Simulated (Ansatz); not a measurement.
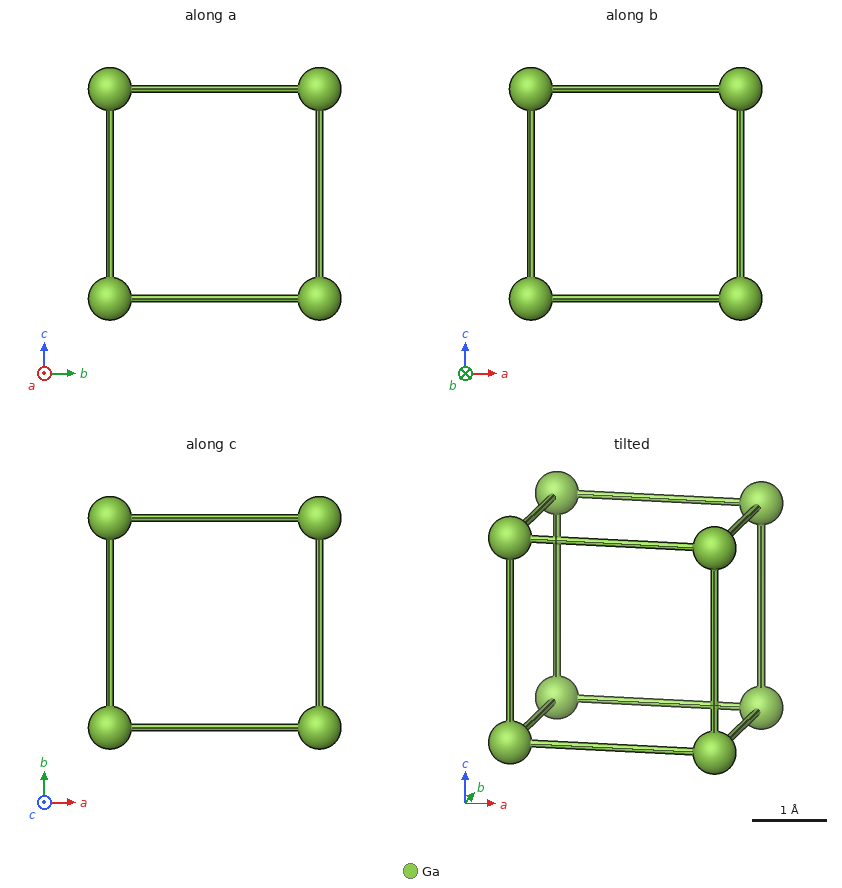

Structure drawing (ball-and-stick), viewed along the a axis, along the b axis, along the c axis and slightly off an axis. Thin lines show the conventional unit cell, with boundary atoms drawn in all their periodic places.

Lattice parameters: a = 2.856 Å, b = 2.856 Å, c = 2.856 Å, α = 90.00°, β = 90.00°, γ = 90.00°. Put a along x and b in the xy plane.

> Express the structure as a POSCAR file.

```
Ga
1.0
     2.856    0.000    0.000
     0.000    2.856    0.000
     0.000    0.000    2.856
Ga
1
Direct
  0.0000 0.0000 0.0000
```

Its origin is a structure type filled with this element by a generator (whether the element takes this form wasn't checked). Earlier steps of the study may have refined or changed the cell and positions. An electronic-structure calculation with Ansatz was run on it.
